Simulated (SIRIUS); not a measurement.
# Energy of Si along an even scaling of the cell

System: Si (4 atoms in the cell).
Method: Kohn-Sham DFT of a periodic cell, PBEsol, dojo-sr-pbesol-0.4.1-standard, no spin polarisation (SIRIUS 7.12.0).

The 7 runs differ only in the geometry, by an even scaling of the cell at fixed fractional positions. The structure derives from a Materials Project entry.

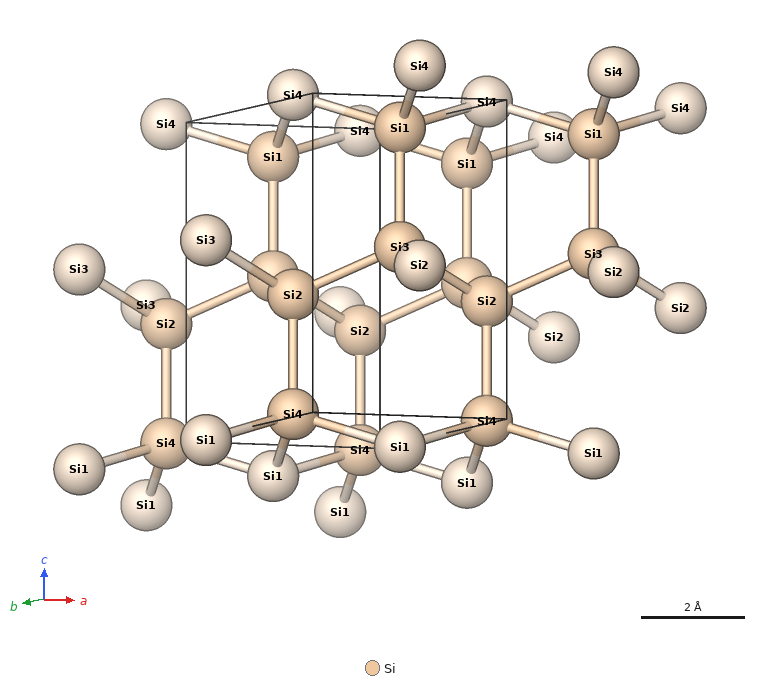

Figure 1. The structure of run 4 (ball-and-stick view of the cell of the calculation, repeated 2 × 2 × 1, seen at an oblique angle; neighbours outside the cell are drawn fainter; atoms are numbered from 1 in the order of the input). An atom can appear more than once, as a periodic image.

### Input of run 4
```
{
  "control": {
    "processing_unit": "cpu",
    "verbosity": 2,
    "num_bands_to_print": 15,
    "print_forces": true,
    "print_stress": true
  },
  "parameters": {
    "electronic_structure_method": "pseudopotential",
    "xc_functionals": ["XC_GGA_X_PBE_SOL", "XC_GGA_C_PBE_SOL"],
    "gk_cutoff": 6.0,
    "pw_cutoff": 12.0,
    "ngridk": [8, 8, 4],
    "shiftk": [0, 0, 0],
    "smearing": "fermi_dirac",
    "smearing_width": 0.0018374661,
    "num_bands": 15,
    "num_mag_dims": 0,
    "num_dft_iter": 100,
    "energy_tol": 1e-08,
    "density_tol": 1e-06
  },
  "iterative_solver": {
    "type": "davidson",
    "min_tolerance": 1e-10
  },
  "mixer": {
    "type": "anderson",
    "beta": 0.7,
    "max_history": 8
  },
  "settings": {
    "tol_ne": 1e-10,
    "pseudo_grid_cutoff": 6.5
  },
  "unit_cell": {
    "lattice_vectors": [
      [1.0, 0.0, 0.0],
      [-0.500000000013, 0.866025403796, 0.0],
      [0.0, 0.0, 1.652857552392]
    ],
    "lattice_vectors_scale": 7.2401406968,
    "atom_coordinate_units": "lattice",
    "atom_types": ["Si"],
    "atom_files": {
      "Si": "Si.json"
    },
    "atoms": {
      "Si": [
        [0.6666666667, 0.3333333333, 0.9369905],
        [0.3333333333, 0.6666666667, 0.4369905],
        [0.6666666667, 0.3333333333, 0.5630095],
        [0.3333333333, 0.6666666667, 0.0630095]
      ]
    }
  }
}
```

Command:
```bash
upf_to_json Si.upf
OMP_NUM_THREADS=1 sirius.scf --input=sirius.json --output=out.json --task=0
```

Lattice vectors (Å) and fractional positions of run 4:
```
   3.831317    0.000000    0.000000
  -1.915659    3.318018    0.000000
   0.000000    0.000000    6.332622
Si  0.666667  0.333333  0.936990
Si  0.333333  0.666667  0.436990
Si  0.666667  0.333333  0.563010
Si  0.333333  0.666667  0.063009
```

Run 2 has the same physical settings and fractional positions; its lattice vectors (Å) are:
```
   3.779537    0.000000    0.000000
  -1.889768    3.273175    0.000000
   0.000000    0.000000    6.247036
```

### Results, with one run withheld

| run | volume per atom (Å³) | free energy per atom, from the lowest run given (meV) | pressure (GPa) | gap on the mesh (eV) |
| --- | --- | --- | --- | --- |
| 1 | 18.918 | 18.78 | 5.85 | 0.16 |
| 2 | 19.321 | ? | ? | ? |
| 3 | 19.723 | 0.99 | 1.35 | 0.26 |
| 4 | 20.126 | 0.00 | −0.57 | 0.30 |
| 5 | 20.528 | 3.60 | −2.30 | 0.34 |
| 6 | 20.931 | 11.32 | −3.85 | 0.38 |
| 7 | 21.333 | 22.74 | −5.25 | 0.42 |

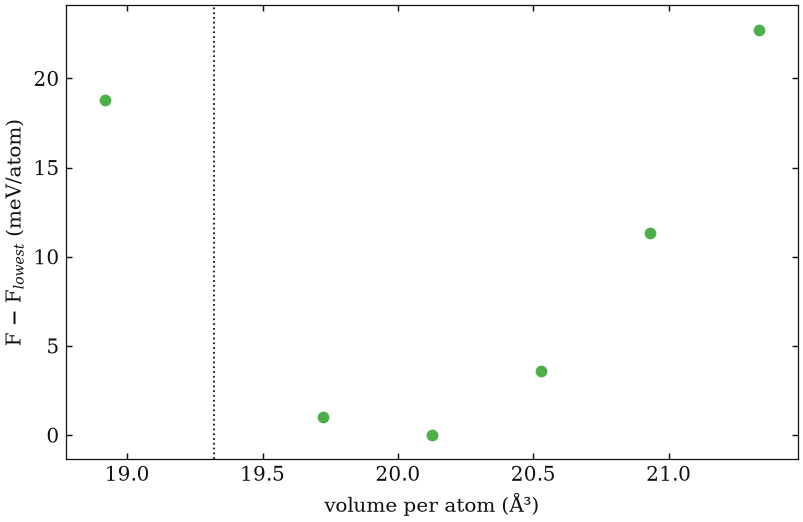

Figure 2. Free energy per atom of the runs given; the dotted line marks run 2.

Fit the runs given and predict run 2.

A cubic polynomial in V^(−2/3) (the Birch–Murnaghan form), fitted to the 6 runs given, misses them by under 0.01 meV per atom. With x = V^(−2/3) − 0.13467 Å⁻², it reads F = 0.54398 − 1458.8 x + 7.1045e+05 x² + 5.6936e+05 x³ (meV per atom). At run 2 it gives 7.05 meV per atom, and the run itself gives 7.06. The slope of the fit gives a pressure −dF/dV of 3.50 GPa there, and the run prints 3.48 GPa. The fit has its minimum at 20.006 Å³ per atom, where V d²F/dV² gives 93.4 GPa. Cell shape and fractional positions are held, so this is the stiffness under even scaling; the relaxed bulk modulus wasn't computed. The gap on the mesh goes, without turning, from 0.16 eV in run 1 to 0.42 eV in run 7; run 2 has 0.21 eV. These are gaps of this functional on this mesh, which can miss the band edges; they aren't the measured gap.

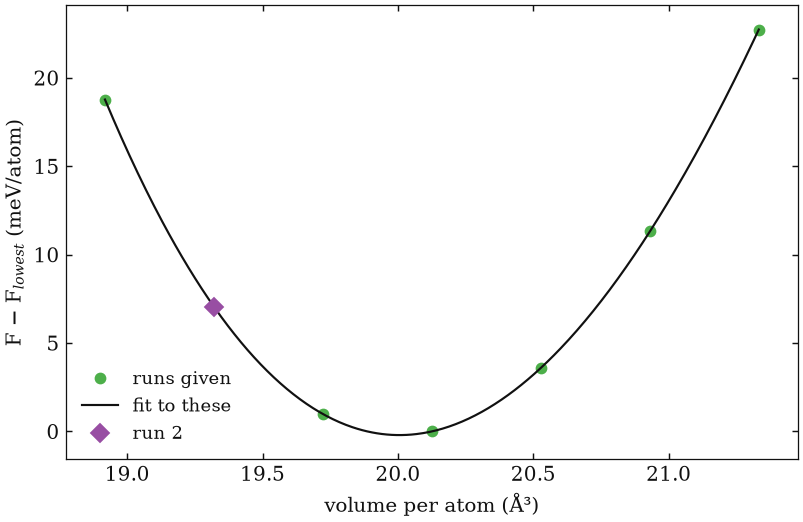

Figure 3. The fit and the withheld run.

### Some lines of the output (run 2)
```
[...]
[find] Total energy                   :     -16.92342537 (Ha),     -33.84685074 (Ry)
[find] Free energy (E-TS)             :     -16.92345173 (Ha),     -33.84690345 (Ry)
[find] band gap (eV)                  :       0.21263833
[find] Efermi                         :       0.25465901
[find] band gap (eV)                  :       0.21264339
[find] Efermi                         :       0.25465957
[find] band gap (eV)                  :       0.21265675
[find] Efermi                         :       0.25465967
[find] band gap (eV)                  :       0.21265878
[find] Efermi                         :       0.25465942
[find] Free energy (E-TS)             :     -16.92345173 (Ha),     -33.84690346 (Ry)
[find] band gap (eV)                  :       0.21265559
[find] Efermi                         :       0.25465894
[find] Efermi                         :       0.25465905
```
